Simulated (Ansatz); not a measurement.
## Band-structure calculation of NaH

System: NaH (I4/mmm, 2 atoms in the cell).
Method: DFT, r2SCAN, plane waves, PAW, no spin polarisation (Ansatz 0.2.0).

The structure was built on a prototype by a generator. The geometry comes from this level: r2SCAN (a point of a series of strains). It belongs to a series of runs on one base structure; here: epitaxial_xy strain +3.0%.

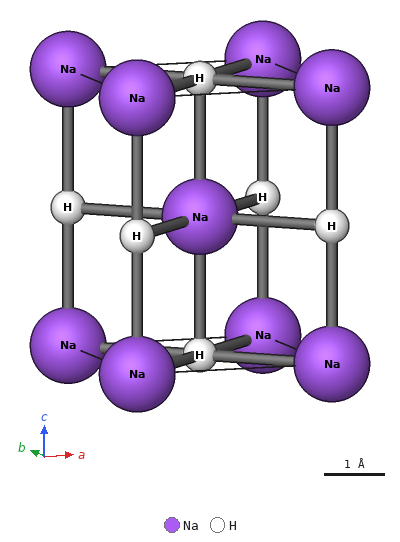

Fig. 1: The structure as given in the input (ball-and-stick view of the cell 2 times as large as that of the calculation, set on its symmetry axes, seen slightly off an axis). An atom can appear more than once, as a periodic image.

**Input file**
```yaml
crystal:
  lattice:
    - [0.0, 2.4694376559, 2.3615496029]
    - [2.4694376559, 0.0, 2.3615496029]
    - [2.4694376559, 2.4694376559, 0.0]
  atoms:
    - { symbol: Na, position: [0.0, 0.0, 0.0] }
    - { symbol: H, position: [0.5, 0.5, 0.5] }
kpoints:
  mp_grid: { grid: [10, 10, 10] }
  band_path:
    path:
      - [0.0, 0.0, 0.0]
      - [0.5, 0.0, 0.5]
      - [0.625, 0.25, 0.625]
      - [0.375, 0.375, 0.75]
      - [0.5, 0.5, 0.5]
      - [0.5, 0.25, 0.75]
      - [0.307292, -0.5, -0.192708]
      - [0.0, 0.0, 0.5]
    npoints: 1
hamiltonian:
  xc: r2scan
scf:
  occupations: { method: fixed }
  n_extra_bands: 4
output:
  forces: true
  stress: true
  eigenvalues: true
  write_density: true
  write_potential: true
  elf: true
  volumetric_format: npy
```

Launched with:
```bash
ansatz run input.yaml --threads 4 --pin off --max-ram 4608MiB --backend cpu --events-out ev --progress --plain --runs-dir out
```

**Log**
```
scf.n_extra_bands = 4 over 5 filled bands (N_el = 10.0): the run solves 9 bands
Engine: ansatz 0.2.0, aarch64-unknown-linux-gnu
Pseudopotentials: kind: paw
Pseudopotential: Na, paw, valence charge 9, recommended cutoff 500 eV (meta_gga), Na.paw.azcp
Pseudopotential: H, paw, valence charge 1, recommended cutoff 500 eV (meta_gga), H.paw.azcp
Functional definition: r2SCAN
  parameter k0 = 0.174
  parameter k1 = 0.065
  parameter a1 = 4.9479
  exchange = r2scan_x(k0 = k0, k1 = k1, a1 = a1)
  correlation = r2scan_c
Crystal: 2 atoms, lattice volume = 28.802 Å³
Basis set: ecut = 500 eV, 733 PW (Γ), exchange–correlation on 100×100×108 points (64 copies of the dense FFT grid, shifted against one another)
Bands: 9, of which v1, the nominal top of the filled ones, is band 5 counted from 1 (4 counted from 0)
Symmetry: 16 space group operations
Space group: I4/mmm (ITA 139), of the structure as read, at distance tolerance 3.1e-5 Å
k-points: 102 of 1000
Non-local potential: Na, projectors of the file, l = 0: 3, l = 1: 2, l = 2: 1
Non-local potential: H, projectors of the file, l = 0: 2, l = 1: 1
PAW form: soft (Blöchl's): semilocal exchange-correlation on the pseudo side does not see the compensation charge
PAW frozen core: Na, regenerated for the run's functional (the file was generated under x = pbe(κ = 0.804, μ = 0.2195149727645171), c = pbe(β = 0.06672455060314922))
PAW one-centre angular grid: Na, 302 points (default); XC on 339 of its mesh's 2595 points in the sphere
PAW one-centre angular grid: H, 302 points (default); XC on 160 Gauss nodes
Initial density: superposition of atomic densities (neutral atoms: chi_scale 0, normalization atom), corrected by the library's trained network
Initial wavefunctions: pseudopotential atomic-orbital guess
Functional: x = r2scan, c = r2scan; τ floored in thin density (d = 2e-4 eV/Å³)
SCF iter   1: F=—  HF=-1505.129215 eV  |F-HF|=—  |Δ(HF+E_count)|=         —  Δρ=7.71e-3  dr2=8.24e-3  dr2_τ=7.51e-4  ethr=1.77e-3  ⟨swp⟩=4.2  Hψ=5127  notcnv=0  defer=179
preconditioner: auto → none  [insulator: Δε(μ)=4.239 eV  Ē_g=11.725 eV  n_scr=8 (ndim 8)  ℏωp=9.8 eV  f_vac=0.000  ε∞_Penn≈1.7]
SCF iter   2: F=—  HF=-1505.128294 eV  |F-HF|=—  |Δ(HF+E_count)|=   9.21e-4  Δρ=1.68e-3  dr2=6.23e-4  dr2_τ=1.89e-4  ethr=8.24e-5  ⟨swp⟩=2.0  Hψ=2463  notcnv=0  defer=183
SCF iter   3: F=—  HF=-1505.128533 eV  |F-HF|=—  |Δ(HF+E_count)|=   2.39e-4  Δρ=4.39e-4  dr2=2.46e-5  dr2_τ=5.49e-6  ethr=6.23e-6  ⟨swp⟩=3.0  Hψ=1635  notcnv=0  defer=201
SCF iter   4: F=—  HF=-1505.128580 eV  |F-HF|=—  |Δ(HF+E_count)|=   4.67e-5  Δρ=1.29e-4  dr2=1.42e-6  dr2_τ=4.59e-7  ethr=2.46e-7  ⟨swp⟩=2.0  Hψ=1630  notcnv=0  defer=160
iter 5 did not close the SCF: its close was put off for the readings that it lacked (scf_convergence_deferred on its scf_iter line)
SCF iter   5: F=-1505.128583 eV  HF=-1505.128583 eV  |F-HF|=4.42e-9  |Δ(HF+E_count)|=   3.50e-6  Δρ=7.20e-6  dr2=8.74e-9  dr2_τ=4.19e-10  ethr=1.42e-8  ⟨swp⟩=2.0  Hψ=1428  notcnv=0  defer=201
SCF iter   6: F=-1505.128583 eV  HF=-1505.128583 eV  |F-HF|=9.75e-11  |Δ(HF+E_count)|=   2.39e-9  Δρ=5.96e-7  dr2=7.45e-11  dr2_τ=3.38e-12  ethr=8.74e-11  ⟨swp⟩=6.3  Hψ=5612  notcnv=0
SCF 1 converged in 6 iterations: F = -1505.128583 eV  dr2 = 7.45e-11
  greatest PAW one-centre occupation: 1.000 electrons in one spin orbital (limit 2), on the Na atom at site 0 (counted from 0), in its partial waves of l = 0
```

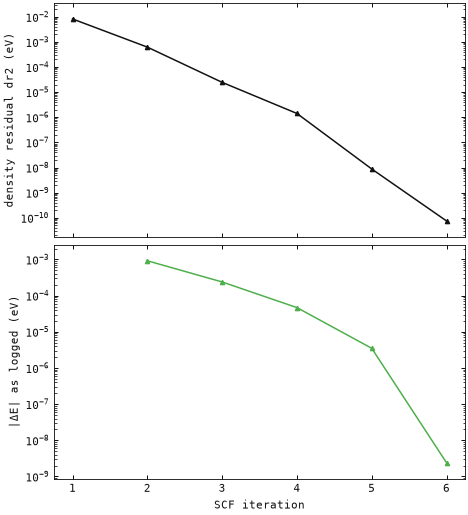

Fig. 2: Convergence of the self-consistent field: density residual dr2 and size of the energy change against the SCF iteration. The residual falls at every step.

```
NSCF: frozen V_eff on 8 k-points
SCF converged after 6 iterations
Free energy (F): -1505.128583 eV
Harris-Foulkes:  -1505.128583 eV  (|F-HF|=9.75e-11)
Internal energy: -1505.128583 eV  (E = F + TS)
E sigma→0 (E₀):  -1505.128583 eV
Fermi energy:    0.435562 eV
--- Per-component energies (eV) ---
  E_band       = -240.323033
  E_kinetic    = 134.185282
  E_local      = -1338.658801  (includes V_loc(G=0)·N_el)
  E_nonlocal   = 117.327986
  E_hartree    = 481.295186
  E_xc         = -45.878634
  E_vxc        = -67.692429  (∫ρ·V_xc dr)
  E_paw        = -268.171465  (= ΣΔE_a)
  E_vpaw       = -53.411365  (= ΣTr[D̂ρ^β])
  E_aug_tail   = -0.000408  (compensation charges beyond the density's cutoff)
  E_vtau       = 5.336192  (kinetic-family band-sum trace: ∫τ·v_τ [+ j·A + Jᵃ·Aᵃ] dr)
  E_ewald      = -585.201463
  E_core_change = -0.026267  (= ΣΔE_core)
  E_smearing   = -0.000000  (= −TS)
  E_closure    = 0.000000  (closes the sum)
  Σ components = -1505.128583   (vs F -1505.128583, Δ=0.00e0)
--- Forces (eV/Å), atoms counted from 1 ---
  atom   1  Na    -0.00000000     0.00000000    -0.00000000
  atom   2  H      0.00000000     0.00000000     0.00000000
  max |Σ_I F_I| component: 7.40e-31 eV/Å
--- Stress (GPa, compression-positive) ---
       -1.389274       0.000000       0.000000
        0.000000      -1.389274       0.000000
        0.000000       0.000000       0.035599
  P = ⅓ Tr σ = -0.9143 GPa (-9.143 kbar)
--- Band table (eV; the first three rows and the last of 102) ---
  k-point 0: bands = ["-52.0655", "-22.4493", "-22.4493", "-22.4330", "-3.1178", "11.5973", "16.7698", "16.7698", "16.9846"]
  k-point 1: bands = ["-52.0650", "-22.4553", "-22.4505", "-22.4358", "-2.9468", "10.9757", "14.6287", "15.9730", "16.2301"]
  k-point 2: bands = ["-52.0636", "-22.4742", "-22.4536", "-22.4397", "-2.4512", "9.2494", "13.1174", "15.1280", "15.5340"]
  k-point 101: bands = ["-52.0575", "-22.5071", "-22.4815", "-22.4815", "0.3789", "5.9018", "10.8548", "11.2642", "11.2642"]
```

**File v_z.tsv**
```
# z_ang	v_es[eV]	v_tot[eV]
# format = ansatz-planar-average/11
# xc	r2scan
# density_cutoff_ev	2000
# datasets	Na=:simpson_from_first_knot:soft:shift=0	H=:simpson_from_first_knot:soft
# lattice	0.000000000	2.469437656	2.361549603
# lattice	2.469437656	0.000000000	2.361549603
# lattice	2.469437656	2.469437656	0.000000000
# sites	2
# site	11	0.000000000	0.000000000	0.000000000
# site	1	2.469437656	2.469437656	2.361549603
0.000000	-4.589660e0	-1.264186e1
0.129345	-4.263133e0	-1.234221e1
0.258690	-3.345185e0	-1.146237e1
0.388035	-1.994623e0	-9.998484e0
0.517380	-4.636204e-1	-8.159857e0
0.646724	9.796469e-1	-6.413112e0
0.776069	2.122127e0	-5.016643e0
0.905414	2.910885e0	-3.996916e0
1.034759	3.405533e0	-3.484217e0
1.164104	3.710494e0	-3.416546e0
1.293449	3.719424e0	-3.677442e0
1.422794	3.410936e0	-4.192008e0
1.552139	3.022134e0	-4.756203e0
1.681484	2.725231e0	-5.164570e0
1.810829	2.725231e0	-5.164570e0
1.940173	3.022134e0	-4.756203e0
2.069518	3.410936e0	-4.192008e0
2.198863	3.719424e0	-3.677442e0
2.328208	3.710494e0	-3.416546e0
2.457553	3.405533e0	-3.484217e0
2.586898	2.910885e0	-3.996916e0
2.716243	2.122127e0	-5.016643e0
2.845588	9.796469e-1	-6.413112e0
2.974933	-4.636204e-1	-8.159857e0
3.104278	-1.994623e0	-9.998484e0
3.233622	-3.345185e0	-1.146237e1
3.362967	-4.263133e0	-1.234221e1
```

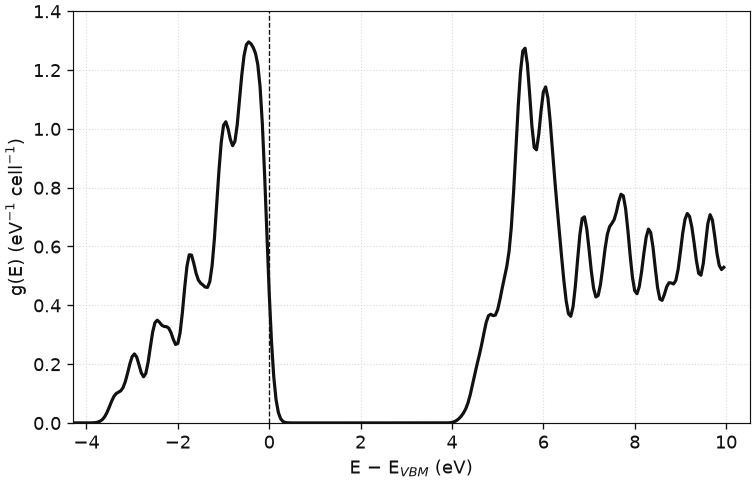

Fig. 3: Density of states (the curve is built from the levels of the k mesh with Gaussians 0.3 eV wide, which also blur the band edges), with energies from the valence-band top. There is a gap of 4.29 eV on the k-point mesh. Small ripples come from the finite k-point mesh.

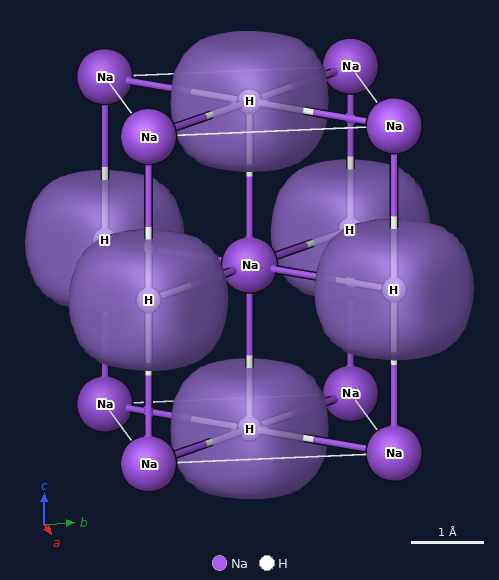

Fig. 4: Isosurface of the electron localisation function at 0.85 (purple), seen slightly off an axis. Only the valence region is drawn (cores and ρ < 0.01 e/Å³ removed). Sticks mark near contacts. The outline is the cell set on symmetry axes. Values along the shortest contacts: Na–H (2.36 Å): the ELF climbs to about 1 towards the hydrogen, as it does in any bond to H. Na–H (2.47 Å): the ELF climbs to about 1 towards the hydrogen. In a PAW calculation such maps are meaningful between the atoms, not at the nuclei.

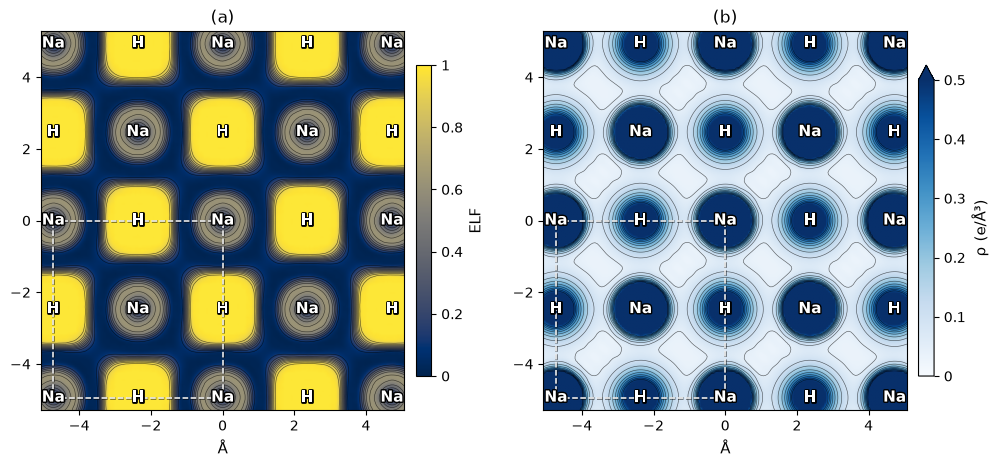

Fig. 5: (a) electron localisation function; (b) valence charge density (pseudo) on the (11̄0) plane of the conventional cell. Na–H (2.36 Å): ρ is about 0.09 e/Å³ halfway; the ELF climbs to about 1 towards the hydrogen. Na–H (2.47 Å): ρ at the midpoint is about 0.07 e/Å³; the ELF climbs to about 1 towards the hydrogen. Away from the nuclei the density in this plane falls to 0.03 e/Å³ at its lowest. The strong features right at Na lie inside the PAW spheres (semicore, d or f shells) and say nothing about bonding.

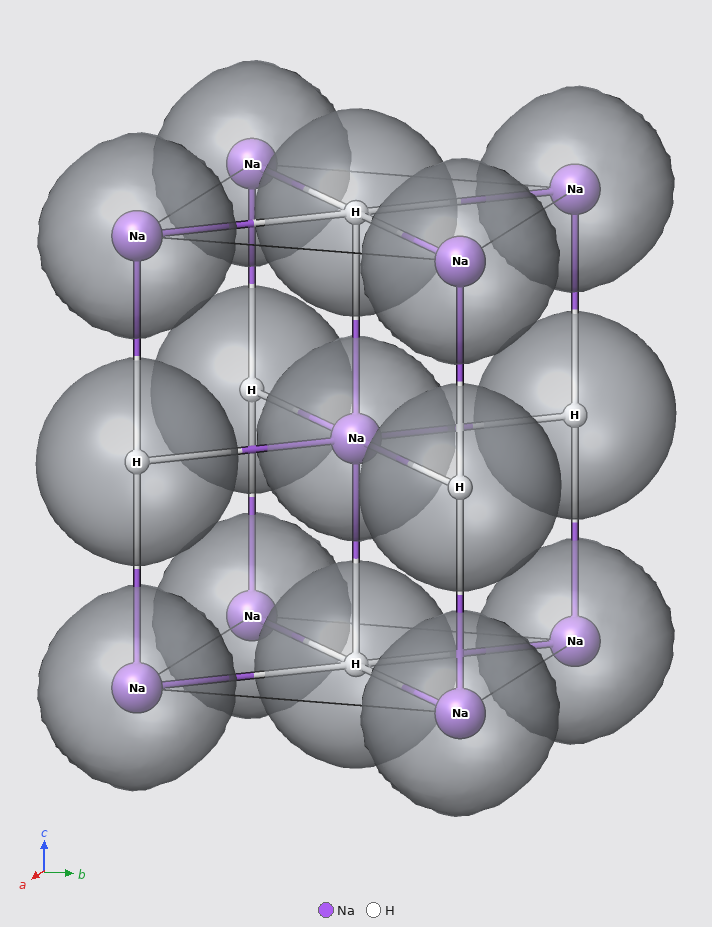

Fig. 6: Isosurface of the valence electron density at 0.1 e/Å³ (grey), seen slightly off an axis. Sticks mark near contacts. The outline is the cell set on symmetry axes. At this value the density breaks into separate islands; it holds about 90 % of the electrons treated as valence (semicore included). It is pinched off along the Na–H (2.36 Å) and Na–H (2.47 Å) contacts. On the grid the lowest density along these lines, outside the cores, is 0.08 e/Å³ (Na–H, 2.36 Å) and 0.07 e/Å³ (Na–H, 2.47 Å).

**Results in brief**

```tsv
quantity	value
outcome	converged
space group (tolerance 0.01 Å)	I4/mmm (139)
electrons treated	10
free energy	−1505.1286 eV
Fermi energy	0.436 eV
gap on the k-point mesh	4.29 eV
pressure	−0.91 GPa
largest force (length of the vector)	under 0.001 eV/Å
hardware	4 threads of Arm Neoverse V1, 24 GiB of memory available, shared host
wall time	1.7 s (CPU time 5.9 s)
peak memory	0.37 GiB
```
